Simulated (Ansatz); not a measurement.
## AlGa₃N₄: geometry relaxation (part 1 of 2)

- system: AlGa₃N₄ (8 atoms in the cell)
- method: DFT PBEsol, scalar-relativistic, plane waves, PAW, no spin polarisation (Ansatz 0.2.0)

The structure derives from a Materials Project entry. It belongs to a series of runs on one base structure; here: uniaxial strain along c, a, b and atoms relaxed: -3.0 %.

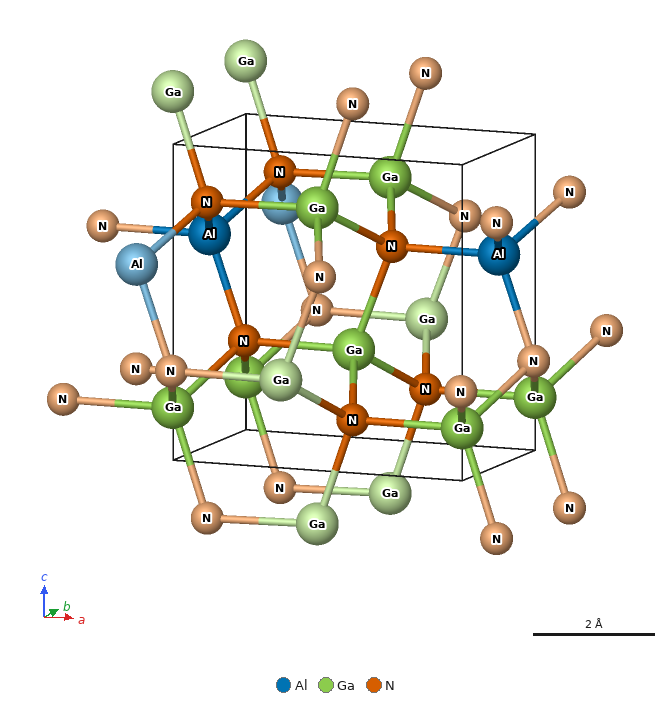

Figure 1. The structure as given in the input (ball-and-stick view of the cell of the calculation, seen slightly off an axis; neighbours outside the cell are drawn fainter). An atom can appear more than once, as a periodic image. Near neighbours in the periodic cell (some may lie outside the picture): Al has 4 N at 1.86 to 1.91 Å; Ga has 4 N at 1.90 to 1.97 Å; N has 1 Al at 1.86 to 1.91 Å and 3 Ga at 1.91 to 1.96 Å; N has 2 Al at 1.90 Å and 2 Ga at 1.92 to 1.97 Å; N has 4 Ga at 1.90 to 1.96 Å.

**The input**
```yaml
crystal:
  lattice:
    - [5.1809187612, 0.0, 0.0001216566]
    - [0.0, 3.1887221871, 0.0]
    - [-0.0033525548, 0.0, 5.3141393946]
  atoms:
    - { symbol: Al, position: [0.0001744703, 0.5, 0.6678995561] }
    - { symbol: Ga, position: [0.4984564793, 0.5, 0.3343105357] }
    - { symbol: Ga, position: [0.4983816269, 0.0, 0.8307909683] }
    - { symbol: Ga, position: [0.9990550348, 0.0, 0.1668708266] }
    - { symbol: "N", position: [0.1203683609, 0.5, 0.3381288902] }
    - { symbol: "N", position: [0.118195154, 0.0, 0.8243188193] }
    - { symbol: "N", position: [0.6209869378, 0.0, 0.1683048548] }
    - { symbol: "N", position: [0.6319819459, 0.5, 0.669376549] }
basis:
  ecutwfc: 420
kpoints:
  mp_grid: { grid: [6, 8, 6] }
hamiltonian:
  xc: pbesol
scf:
  occupations: { method: gaussian, width: 0.02 }
output:
  forces: true
  stress: true
  eigenvalues: true
  write_density: true
  write_potential: true
  elf: true
  volumetric_format: npy
relax:
  adjacent_minimum: "off"
  f_tol: 0.008
  max_steps: 40
  cell: { stress_tol: 0.015, fix: [c, angles] }
```

Launched with:
```bash
ansatz run input.yaml --threads 2 --pin off --max-ram 5120MiB --backend cpu --events-out ev --progress --plain --runs-dir out
```

**Log**
```
Engine: ansatz 0.2.0, x86_64-unknown-linux-gnu
Pseudopotentials: kind: paw
Pseudopotential: Al, paw, valence charge 3, recommended cutoff 420 eV (normal), Al.paw.azcp
Pseudopotential: Ga, paw, valence charge 13, recommended cutoff 420 eV (normal), Ga.paw.azcp
Pseudopotential: N, paw, valence charge 5, recommended cutoff 420 eV (normal), N.paw.azcp
Functional definition: PBEsol
  exchange = pbesol_x
  correlation = pbesol_c
Crystal: 8 atoms, lattice volume = 87.792 Å³
Basis set: ecut = 420 eV, 1723 PW (Γ), exchange–correlation on 72×48×72 points (8 copies of the dense FFT grid, shifted against one another)
Bands: 39, of which v1, the nominal top of the filled ones, is band 31 counted from 1 (30 counted from 0)
Symmetry: 2 space group operations
Space group: Pm (ITA 6), of the structure as read, at distance tolerance 4.4e-5 Å
k-points: 100 of 288 (time reversal used)
Non-local potential: Al, projectors of the file, l = 0: 2, l = 1: 2, l = 2: 1
Non-local potential: Ga, projectors of the file, l = 0: 2, l = 1: 2, l = 2: 3, l = 3: 1
Non-local potential: N, projectors of the file, l = 0: 2, l = 1: 2, l = 2: 1
PAW form: soft (Blöchl's): semilocal exchange-correlation on the pseudo side does not see the compensation charge
PAW frozen core: Al, regenerated for the run's functional, and the local potential with it (the file was generated under x = pbe(κ = 0.804, μ = 0.2195149727645171), c = pbe(β = 0.06672455060314922))
PAW frozen core: Ga, regenerated for the run's functional, and the local potential with it (the file was generated under x = pbe(κ = 0.804, μ = 0.2195149727645171), c = pbe(β = 0.06672455060314922))
PAW frozen core: N, regenerated for the run's functional, and the local potential with it (the file was generated under x = pbe(κ = 0.804, μ = 0.2195149727645171), c = pbe(β = 0.06672455060314922))
PAW one-centre angular grid: Al, 110 points (default); XC on 64 Gauss nodes
PAW one-centre angular grid: Ga, 590 points (default); XC on 64 Gauss nodes
PAW one-centre angular grid: N, 110 points (default); XC on 64 Gauss nodes
Initial density: superposition of atomic densities (neutral atoms: chi_scale 0, normalization atom), corrected by the library's trained network
Initial wavefunctions: pseudopotential atomic-orbital guess
Functional: x = pbesol(κ = 0.804, μ = 0.12345679012345678), c = pbesol(β = 0.046)
SCF iter   1: F=—  HF=-13274.423845 eV  |F-HF|=—  |Δ(HF+E_count)|=         —  Δρ=1.23e-2  dr2=1.31e-1  ethr=1.77e-3  ⟨swp⟩=6.4  Hψ=15821  notcnv=0  defer=2
preconditioner: auto → Resta (q_TF=auto, 2.575 Å⁻¹)  ε∞=4.7  [insulator: Δε(μ)=2.235 eV  Ē_g=16.209 eV  σ=0.020 eV  W_gap=1.00  n_scr=22 (ndim 8)  ℏωp=31.2 eV  f_vac=0.000  D(μ)=0.00/eV (n_scr^D=0)  ε∞_Penn≈4.7]
SCF iter   2: F=—  HF=-13274.386140 eV  |F-HF|=—  |Δ(HF+E_count)|=   3.77e-2  Δρ=1.95e-3  dr2=3.59e-3  ethr=2.12e-4  ⟨swp⟩=2.0  Hψ=6026  notcnv=0  defer=315
SCF iter   3: F=—  HF=-13274.385550 eV  |F-HF|=—  |Δ(HF+E_count)|=   5.91e-4  Δρ=9.21e-4  dr2=7.50e-4  ethr=5.79e-6  ⟨swp⟩=2.6  Hψ=5809  notcnv=0  defer=315
SCF iter   4: F=—  HF=-13274.385475 eV  |F-HF|=—  |Δ(HF+E_count)|=   7.43e-5  Δρ=2.48e-4  dr2=4.95e-5  ethr=1.21e-6  ⟨swp⟩=3.0  Hψ=7056  notcnv=0  defer=315
SCF iter   5: F=—  HF=-13274.385444 eV  |F-HF|=—  |Δ(HF+E_count)|=   3.16e-5  Δρ=1.14e-4  dr2=9.36e-6  ethr=7.98e-8  ⟨swp⟩=2.0  Hψ=6666  notcnv=0  defer=315
SCF iter   6: F=—  HF=-13274.385445 eV  |F-HF|=—  |Δ(HF+E_count)|=   1.78e-6  Δρ=3.87e-5  dr2=1.53e-6  ethr=1.51e-8  ⟨swp⟩=2.1  Hψ=6697  notcnv=0  defer=315
SCF iter   7: F=-13274.385445 eV  HF=-13274.385445 eV  |F-HF|=6.08e-9  |Δ(HF+E_count)|=   2.78e-7  Δρ=9.83e-6  dr2=8.10e-8  ethr=1.61e-10  ⟨swp⟩=11.3  Hψ=27934  notcnv=0
SCF 1 converged in 7 iterations: F = -13274.385445 eV  dr2 = 8.10e-8
  greatest PAW one-centre occupation: 0.996 electrons in one spin orbital (limit 2), on the Ga atom at site 3 (counted from 0), in its partial waves of l = 2
relax step   1: F+E_penalty+E_count = -13274.38544517 eV  Δ(F+E_penalty+E_count) = +0.000e0 eV  max|allowed force component| = 2.149e-1 eV/Å  Δτ_max = 0.0000 Å  P = +3.156 GPa  Ω = 87.792 Å³  fix = [c, alpha, beta, gamma]  reactions: c +10.614 GPa; beta +0.001 GPa/rad  (7 SCF iters, dr2 threshold 1.00e-7 eV, accepted)
Crystal: 8 atoms, lattice volume = 87.802 Å³
Basis set: ecut = 420 eV, 1727 PW (Γ), exchange–correlation on 72×48×72 points (8 copies of the dense FFT grid, shifted against one another)
Initial density: handed on by an earlier stage of this run
Initial wavefunctions: those handed on with the density
iter 1 solved again at ethr=6.44e-7 eV; its pass at ethr=3.10e-3 eV (dr2=3.99e-4 eV) is discarded
SCF iter   1: F=—  HF=-13274.391103 eV  |F-HF|=—  |Δ(HF+E_count)|=         —  Δρ=8.06e-4  dr2=4.53e-4  ethr=6.44e-7  ⟨swp⟩=2.1  Hψ=18425  notcnv=0
preconditioner: auto → Resta (q_TF=auto, 2.575 Å⁻¹)  ε∞=4.7  [insulator: Δε(μ)=2.315 eV  Ē_g=16.231 eV  σ=0.020 eV  W_gap=1.00  n_scr=22 (ndim 8)  ℏωp=31.2 eV  f_vac=0.000  D(μ)=0.00/eV (n_scr^D=0)  ε∞_Penn≈4.7]
SCF iter   2: F=—  HF=-13274.391009 eV  |F-HF|=—  |Δ(HF+E_count)|=   9.47e-5  Δρ=4.50e-4  dr2=1.48e-4  ethr=6.44e-7  ⟨swp⟩=1.0  Hψ=3900  notcnv=0
SCF iter   3: F=—  HF=-13274.390961 eV  |F-HF|=—  |Δ(HF+E_count)|=   4.76e-5  Δρ=9.05e-5  dr2=7.03e-6  ethr=2.39e-7  ⟨swp⟩=2.0  Hψ=5097  notcnv=0
SCF iter   4: F=—  HF=-13274.390960 eV  |F-HF|=—  |Δ(HF+E_count)|=   1.37e-6  Δρ=3.25e-5  dr2=8.14e-7  ethr=1.13e-8  ⟨swp⟩=2.0  Hψ=6501  notcnv=0
SCF iter   5: F=-13274.390960 eV  HF=-13274.390960 eV  |F-HF|=1.15e-8  |Δ(HF+E_count)|=   2.02e-8  Δρ=8.94e-6  dr2=5.54e-8  ethr=1.29e-9  ⟨swp⟩=9.3  Hψ=25539  notcnv=0
SCF 2 converged in 5 iterations: F = -13274.390960 eV  dr2 = 5.54e-8
relax step   2: F+E_penalty+E_count = -13274.39095978 eV  Δ(F+E_penalty+E_count) = -5.515e-3 eV  max|allowed force component| = 1.376e-1 eV/Å  Δτ_max = 0.0059 Å  P = +3.055 GPa  Ω = 87.802 Å³  energy of the carried Pulay correction = -3.179e-5 eV  fix = [c, alpha, beta, gamma]  reactions: c +9.908 GPa; beta +0.022 GPa/rad  (5 SCF iters, dr2 threshold 8.00e-7 eV, accepted)
Crystal: 8 atoms, lattice volume = 87.810 Å³
iter 1 solved again at ethr=1.45e-6 eV; its pass at ethr=3.10e-3 eV (dr2=8.98e-4 eV) is discarded
SCF iter   1: F=—  HF=-13274.394971 eV  |F-HF|=—  |Δ(HF+E_count)|=         —  Δρ=1.12e-3  dr2=9.57e-4  ethr=1.45e-6  ⟨swp⟩=2.2  Hψ=15842  notcnv=0
preconditioner: auto → Resta (q_TF=auto, 2.575 Å⁻¹)  ε∞=4.7  [insulator: Δε(μ)=2.299 eV  Ē_g=16.227 eV  σ=0.020 eV  W_gap=1.00  n_scr=22 (ndim 8)  ℏωp=31.2 eV  f_vac=0.000  D(μ)=0.00/eV (n_scr^D=0)  ε∞_Penn≈4.7]
SCF iter   2: F=—  HF=-13274.394727 eV  |F-HF|=—  |Δ(HF+E_count)|=   2.44e-4  Δρ=6.17e-4  dr2=3.00e-4  ethr=1.45e-6  ⟨swp⟩=1.0  Hψ=3900  notcnv=0
SCF iter   3: F=—  HF=-13274.394639 eV  |F-HF|=—  |Δ(HF+E_count)|=   8.80e-5  Δρ=1.04e-4  dr2=7.46e-6  ethr=4.84e-7  ⟨swp⟩=3.0  Hψ=6983  notcnv=0
SCF iter   4: F=—  HF=-13274.394638 eV  |F-HF|=—  |Δ(HF+E_count)|=   6.98e-7  Δρ=4.92e-5  dr2=1.77e-6  ethr=1.29e-9  ⟨swp⟩=11.0  Hψ=34368  notcnv=0
SCF iter   5: F=-13274.394638 eV  HF=-13274.394638 eV  |F-HF|=1.38e-7  |Δ(HF+E_count)|=   3.42e-7  Δρ=1.84e-5  dr2=2.46e-7  ethr=1.29e-9  ⟨swp⟩=9.1  Hψ=30567  notcnv=0
SCF 3 converged in 5 iterations: F = -13274.394638 eV  dr2 = 2.46e-7
  Residual-converged pass: ⟨swp⟩=1.0  Hψ=4302  notcnv=0  max |occ|·‖R‖ = 7.0e-9 eV (tolerance 1.0e-8 eV)  dr2=2.46e-7  dr2_onsite=2.64e-8  max |Δocc| = 0.0e0
relax step   3: F+E_penalty+E_count = -13274.39463783 eV  Δ(F+E_penalty+E_count) = -3.678e-3 eV  max|allowed force component| = 3.432e-2 eV/Å  Δτ_max = 0.0088 Å  P = +2.934 GPa  Ω = 87.810 Å³  energy of the carried Pulay correction = -5.882e-5 eV  fix = [c, alpha, beta, gamma]  reactions: c +8.796 GPa; beta +0.066 GPa/rad  (5 SCF iters, dr2 threshold 8.00e-7 eV, accepted)
Crystal: 8 atoms, lattice volume = 87.821 Å³
iter 1 solved again at ethr=9.13e-8 eV; its pass at ethr=3.10e-3 eV (dr2=5.66e-5 eV) is discarded
SCF iter   1: F=—  HF=-13274.394782 eV  |F-HF|=—  |Δ(HF+E_count)|=         —  Δρ=3.68e-4  dr2=5.87e-5  ethr=9.13e-8  ⟨swp⟩=2.0  Hψ=15269  notcnv=0
preconditioner: auto → Resta (q_TF=auto, 2.574 Å⁻¹)  ε∞=4.7  [insulator: Δε(μ)=2.295 eV  Ē_g=16.227 eV  σ=0.020 eV  W_gap=1.00  n_scr=22 (ndim 8)  ℏωp=31.2 eV  f_vac=0.000  D(μ)=0.00/eV (n_scr^D=0)  ε∞_Penn≈4.7]
SCF iter   2: F=—  HF=-13274.394771 eV  |F-HF|=—  |Δ(HF+E_count)|=   1.12e-5  Δρ=1.86e-4  dr2=1.60e-5  ethr=9.13e-8  ⟨swp⟩=2.0  Hψ=5564  notcnv=0
SCF iter   3: F=—  HF=-13274.394767 eV  |F-HF|=—  |Δ(HF+E_count)|=   3.51e-6  Δρ=4.64e-5  dr2=1.80e-6  ethr=2.59e-8  ⟨swp⟩=2.3  Hψ=6398  notcnv=0
SCF iter   4: F=—  HF=-13274.394767 eV  |F-HF|=—  |Δ(HF+E_count)|=   3.12e-7  Δρ=1.43e-5  dr2=1.65e-7  ethr=2.90e-9  ⟨swp⟩=2.0  Hψ=5247  notcnv=0
SCF iter   5: F=-13274.394767 eV  HF=-13274.394767 eV  |F-HF|=1.69e-8  |Δ(HF+E_count)|=   1.82e-8  Δρ=4.44e-6  dr2=1.44e-8  ethr=1.19e-10  ⟨swp⟩=7.2  Hψ=21940  notcnv=0
SCF 4 converged in 5 iterations: F = -13274.394767 eV  dr2 = 1.44e-8
  greatest PAW one-centre occupation: 0.995 electrons in one spin orbital (limit 2), on the Ga atom at site 3 (counted from 0), in its partial waves of l = 2
relax step   4: F+E_penalty+E_count = -13274.39476677 eV  Δ(F+E_penalty+E_count) = -1.289e-4 eV  max|allowed force component| = 2.786e-3 eV/Å  Δτ_max = 0.0020 Å  P = +2.899 GPa  Ω = 87.821 Å³  energy of the carried Pulay correction = -9.492e-5 eV  fix = [c, alpha, beta, gamma]  reactions: c +8.704 GPa; beta +0.055 GPa/rad  (5 SCF iters, dr2 threshold 7.36e-8 eV, accepted)
Initial wavefunctions: pseudopotential atomic-orbital guess (no wavefunctions were taken with the density)
iter 1 solved again at ethr=3.69e-8 eV; its pass at ethr=3.10e-3 eV (dr2=2.29e-5 eV) is discarded
SCF iter   1: F=—  HF=-13274.394806 eV  |F-HF|=—  |Δ(HF+E_count)|=         —  Δρ=1.27e-4  dr2=3.58e-7  ethr=3.69e-8  ⟨swp⟩=3.0  Hψ=27131  notcnv=0
preconditioner: auto → Resta (q_TF=auto, 2.574 Å⁻¹)  ε∞=4.7  [insulator: Δε(μ)=2.295 eV  Ē_g=16.226 eV  σ=0.020 eV  W_gap=1.00  n_scr=22 (ndim 8)  ℏωp=31.2 eV  f_vac=0.000  D(μ)=0.00/eV (n_scr^D=0)  ε∞_Penn≈4.7]
SCF iter   2: F=—  HF=-13274.394846 eV  |F-HF|=—  |Δ(HF+E_count)|=   3.95e-5  Δρ=6.44e-5  dr2=9.10e-8  ethr=5.77e-10  ⟨swp⟩=2.0  Hψ=6935  notcnv=0
SCF iter   3: F=—  HF=-13274.394857 eV  |F-HF|=—  |Δ(HF+E_count)|=   1.12e-5  Δρ=6.84e-6  dr2=5.22e-9  ethr=1.47e-10  ⟨swp⟩=2.2  Hψ=7020  notcnv=0
SCF iter   4: F=—  HF=-13274.394857 eV  |F-HF|=—  |Δ(HF+E_count)|=   1.04e-7  Δρ=7.49e-7  dr2=3.94e-10  ethr=8.42e-12  ⟨swp⟩=2.0  Hψ=6966  notcnv=0
SCF iter   5: F=—  HF=-13274.394857 eV  |F-HF|=—  |Δ(HF+E_count)|=  1.67e-10  Δρ=4.17e-7  dr2=1.16e-10  ethr=1.00e-12  ⟨swp⟩=3.0  Hψ=8371  notcnv=0
SCF iter   6: F=—  HF=-13274.394857 eV  |F-HF|=—  |Δ(HF+E_count)|=  9.09e-11  Δρ=1.42e-7  dr2=2.07e-11  ethr=1.00e-12  ⟨swp⟩=1.0  Hψ=3900  notcnv=0
SCF iter   7: F=-13274.394857 eV  HF=-13274.394857 eV  |F-HF|=3.64e-12  |Δ(HF+E_count)|=  3.64e-12  Δρ=5.01e-8  dr2=1.75e-12  ethr=1.00e-12  ⟨swp⟩=5.0  Hψ=14834  notcnv=0
SCF 5 converged in 7 iterations: F = -13274.394857 eV  dr2 = 1.75e-12
relax step   5: F+E_penalty+E_count = -13274.39485705 eV  Δ(F+E_penalty+E_count) = -9.028e-5 eV  max|allowed force component| = 2.835e-3 eV/Å  Δτ_max = 0.0000 Å  P = +2.902 GPa  Ω = 87.821 Å³  fix = [c, alpha, beta, gamma]  reactions: c +8.709 GPa; beta +0.056 GPa/rad  stress off target by 1.59e-2 GPa on what of the cell is left free  SCF on the basis re-selected at this cell (its energy is not comparable with the rows above)  (7 SCF iters)
basis re-selected at this cell: Δ(F+E_penalty+E_count) = -9.028e-5 eV, ΔP = +0.003 GPa vs the last step (what re-selecting the basis moved, of the pressure what is left beyond the Pulay correction that the steps carried, after the strain that the cell walked since its last selection, with what the two solves' SCF thresholds leave and, on support functions, any second-order correction that the steps lacked; it is no measure of the basis error at this ecutwfc). This SCF's stress stands 1.59e-2 GPa from its target on what of the cell is left free (relax.cell.stress_tol is 1.50e-2 GPa) and its largest allowed force component is 2.84e-3 eV/Å (relax.f_tol is 8.00e-3 eV/Å): not within both, so this SCF does not close the relaxation
iter 1 solved again at ethr=1.05e-9 eV; its pass at ethr=3.10e-3 eV (dr2=6.53e-7 eV) is discarded
SCF iter   1: F=—  HF=-13274.394856 eV  |F-HF|=—  |Δ(HF+E_count)|=         —  Δρ=4.03e-5  dr2=6.94e-7  ethr=1.05e-9  ⟨swp⟩=2.9  Hψ=17359  notcnv=0
preconditioner: auto → Resta (q_TF=auto, 2.574 Å⁻¹)  ε∞=4.7  [insulator: Δε(μ)=2.296 eV  Ē_g=16.226 eV  σ=0.020 eV  W_gap=1.00  n_scr=22 (ndim 8)  ℏωp=31.2 eV  f_vac=0.000  D(μ)=0.00/eV (n_scr^D=0)  ε∞_Penn≈4.7]
SCF iter   2: F=—  HF=-13274.394858 eV  |F-HF|=—  |Δ(HF+E_count)|=   2.35e-6  Δρ=1.92e-5  dr2=1.60e-7  ethr=1.05e-9  ⟨swp⟩=2.0  Hψ=6949  notcnv=0
SCF iter   3: F=—  HF=-13274.394858 eV  |F-HF|=—  |Δ(HF+E_count)|=   3.31e-8  Δρ=6.75e-6  dr2=2.80e-8  ethr=2.59e-10  ⟨swp⟩=2.9  Hψ=6982  notcnv=0
SCF iter   4: F=—  HF=-13274.394858 eV  |F-HF|=—  |Δ(HF+E_count)|=   3.79e-9  Δρ=1.38e-6  dr2=1.73e-9  ethr=4.52e-11  ⟨swp⟩=2.5  Hψ=6002  notcnv=0
SCF iter   5: F=-13274.394858 eV  HF=-13274.394858 eV  |F-HF|=3.26e-10  |Δ(HF+E_count)|=  1.95e-10  Δρ=5.97e-7  dr2=3.72e-10  ethr=1.02e-12  ⟨swp⟩=6.0  Hψ=18338  notcnv=0
SCF 6 converged in 5 iterations: F = -13274.394858 eV  dr2 = 3.72e-10
relax step   6: F+E_penalty+E_count = -13274.39485844 eV  Δ(F+E_penalty+E_count) = -1.389e-6 eV  max|allowed force component| = 3.609e-4 eV/Å  Δτ_max = 0.0002 Å  P = +2.902 GPa  Ω = 87.821 Å³  energy of the carried Pulay correction = +2.672e-7 eV  fix = [c, alpha, beta, gamma]  reactions: c +8.707 GPa; beta +0.056 GPa/rad  (5 SCF iters, dr2 threshold 6.32e-10 eV, accepted)
iter 1 solved again at ethr=3.57e-8 eV; its pass at ethr=3.10e-3 eV (dr2=2.21e-5 eV) is discarded
SCF iter   1: F=—  HF=-13274.394861 eV  |F-HF|=—  |Δ(HF+E_count)|=         —  Δρ=4.27e-6  dr2=1.16e-8  ethr=3.57e-8  ⟨swp⟩=3.0  Hψ=27184  notcnv=0
SCF iter   2: F=—  HF=-13274.394863 eV  |F-HF|=—  |Δ(HF+E_count)|=   2.55e-6  Δρ=2.21e-6  dr2=3.18e-9  ethr=1.87e-11  ⟨swp⟩=3.0  Hψ=8058  notcnv=0
SCF iter   3: F=—  HF=-13274.394863 eV  |F-HF|=—  |Δ(HF+E_count)|=  3.51e-10  Δρ=1.40e-6  dr2=1.25e-9  ethr=5.14e-12  ⟨swp⟩=1.3  Hψ=3944  notcnv=0
SCF iter   4: F=—  HF=-13274.394863 eV  |F-HF|=—  |Δ(HF+E_count)|=  8.00e-11  Δρ=9.36e-7  dr2=5.75e-10  ethr=2.02e-12  ⟨swp⟩=1.0  Hψ=3900  notcnv=0
SCF iter   5: F=—  HF=-13274.394863 eV  |F-HF|=—  |Δ(HF+E_count)|=  5.82e-11  Δρ=4.10e-7  dr2=1.17e-10  ethr=1.00e-12  ⟨swp⟩=1.9  Hψ=4315  notcnv=0
SCF iter   6: F=—  HF=-13274.394863 eV  |F-HF|=—  |Δ(HF+E_count)|=  1.82e-11  Δρ=1.24e-7  dr2=1.10e-11  ethr=1.00e-12  ⟨swp⟩=1.0  Hψ=3900  notcnv=0
SCF iter   7: F=-13274.394863 eV  HF=-13274.394863 eV  |F-HF|=3.64e-12  |Δ(HF+E_count)|=  1.82e-12  Δρ=8.09e-8  dr2=4.51e-12  ethr=1.00e-12  ⟨swp⟩=4.9  Hψ=14360  notcnv=0
SCF 7 converged in 7 iterations: F = -13274.394863 eV  dr2 = 4.51e-12
relax step   7: F+E_penalty+E_count = -13274.39486305 eV  Δ(F+E_penalty+E_count) = -4.609e-6 eV  max|allowed force component| = 3.633e-4 eV/Å  Δτ_max = 0.0000 Å  P = +2.902 GPa  Ω = 87.821 Å³  fix = [c, alpha, beta, gamma]  reactions: c +8.707 GPa; beta +0.056 GPa/rad  stress off target by 4.80e-4 GPa on what of the cell is left free  SCF on the basis re-selected at this cell (its energy is not comparable with the rows above)  (7 SCF iters)
```

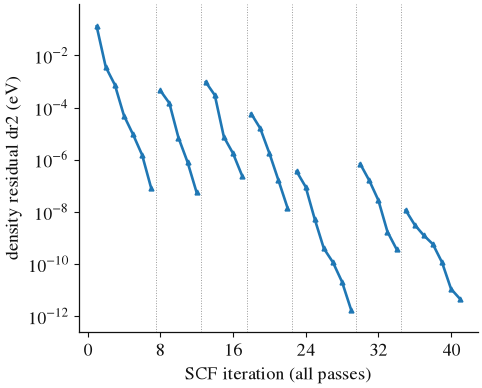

Figure 2. Convergence of the self-consistent field: density residual dr2 against the SCF iteration. The dotted lines part the SCF passes of the relaxation: geometry steps, rejected trials and re-solves on a re-selected basis. The 7 passes take 5 to 7 iterations each, 41 in all.
